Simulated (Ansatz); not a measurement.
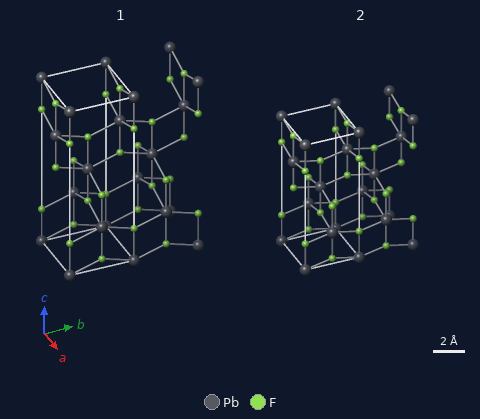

Two geometries of a crystal of PbF2 (built on the anatase type), drawn at one scale. One is the start of a relaxation, the other its converged end. A ball-and-stick model of the conventional cell (2 times the calculation's cell), repeated 1 × 2 × 1 with one cell outlined, seen from a free direction. Lengths and directions refer to the drawn axes.

These are results of Ansatz 0.2.0, DFT, PBEsol, plane waves, PAW, not measurements. Settings: plane-wave cutoff 420 eV; k-point mesh 8 × 8 × 8; occupations fermi dirac; smearing width 0.03 eV; no spin polarisation; cell and atoms relaxed; force threshold 0.01 eV/Å; at most 120 steps.

Which one is relaxed?

Answer. Structure 1 is the relaxed one. The energy falls by 2399 meV per atom in 18 accepted moves (23 points after the start). Largest force component: 3 eV/Å at the start, under 0.0001 eV/Å at the end. Pressure: 128.88 GPa at the start and 0.00 GPa at the end. The SCF was repeated 5 times at an unchanged geometry on a basis and grid sized afresh for the cell, which shifted the energy by 222 meV per atom at most. The largest moves relative to the cell, 0.17 Å, are those of F atoms. Pb stays in place. The drawn cell changes as follows: a = b 3.906 → 4.652 Å (+19.1 %), c 9.803 → 12.845 Å (+31.0 %); the volume changes by +85.9 %. Near-neighbour distances that change, for instance: F–Pb 2.039 → 2.504 Å, F–Pb 1.996 → 2.431 Å. Bond angles that change, for instance: Pb–F–Pb 156.2° → 146.2°, F–Pb–F 156.2° → 146.2°, F–Pb–F 101.9° → 106.9°. The space group stays I4_1/amd (No. 141). The run took 5 min on 2 threads of Intel(R) Xeon(R) Processor @ 2.50GHz (Skylake/Cascade Lake) (shared host), peak memory 0.56 GiB.
